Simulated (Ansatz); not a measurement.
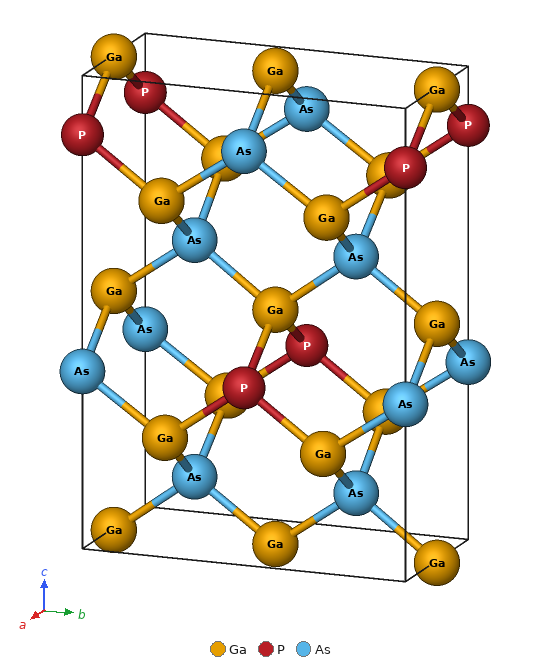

View slightly off an axis, drawn as a ball-and-stick model. The lines enclose the conventional unit cell; boundary atoms appear with their images. Cell: a = 4.02 Å, b = 8.04 Å, c = 11.37 Å, α = 90.00°, β = 90.00°, γ = 90.00°.

Starting structure: a structure type filled with these elements by a generator (whether the compound takes this form wasn't checked). Earlier steps of the study, as a rule a relaxation of our own, may have changed the cell and positions, so they can lie some per cent off the listed ones. It was the input of a calculation with Ansatz.

> Give a description of the structure.

The solid is Ga4As3P. The atoms follow space group Amm2 (No. 38); the Bravais lattice is base-centred orthorhombic. It has 16 atoms to the cell (8 Ga, 6 As, 2 P). P is surrounded by four Ga in a tetrahedral arrangement at about 2.4 Å. Each As atom has four Ga in a tetrahedral arrangement at about 2.5 Å around it. Ga takes three kinds of site: 4d with three As and one P in a tetrahedral arrangement (about 2.5 Å to As, 2.4 Å to P); 2b with two P and two As in a tetrahedral arrangement (about 2.4 Å to P, 2.5 Å to As); 2b with four As in a tetrahedral arrangement at about 2.5 Å. The bonds build a three-dimensional framework.

The numbers come from Ansatz 0.2.0, DFT PBE, scalar-relativistic, plane waves, PAW, using a basis cut at 420 eV, k-points about 0.16 Å⁻¹ apart, Gaussian smearing of 0.02 eV, no spin polarisation.

> Predict the gap.

A semiconductor at this level, with a gap of 0.44 eV, direct.

> State the Bader charges by element.

Ga +0.67 to +0.76 e; As -0.68 e; P -0.82 e.

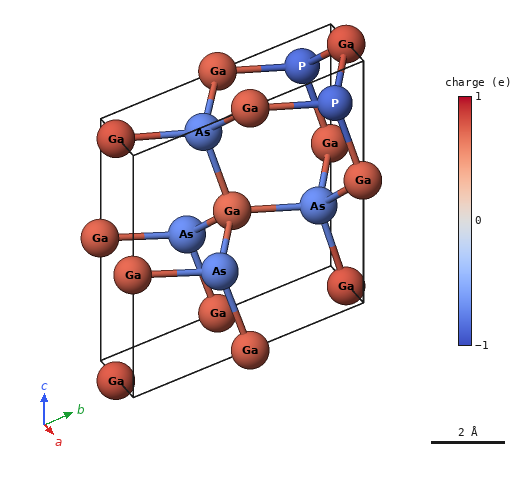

The atoms coloured by those charges. The run's cell of 8 atoms is drawn, so axes and origin can differ from the first picture.

> Is the structure in equilibrium?

Yes. The largest force is 0.01 eV/Å. The pressure is 0.0 GPa, close to zero.
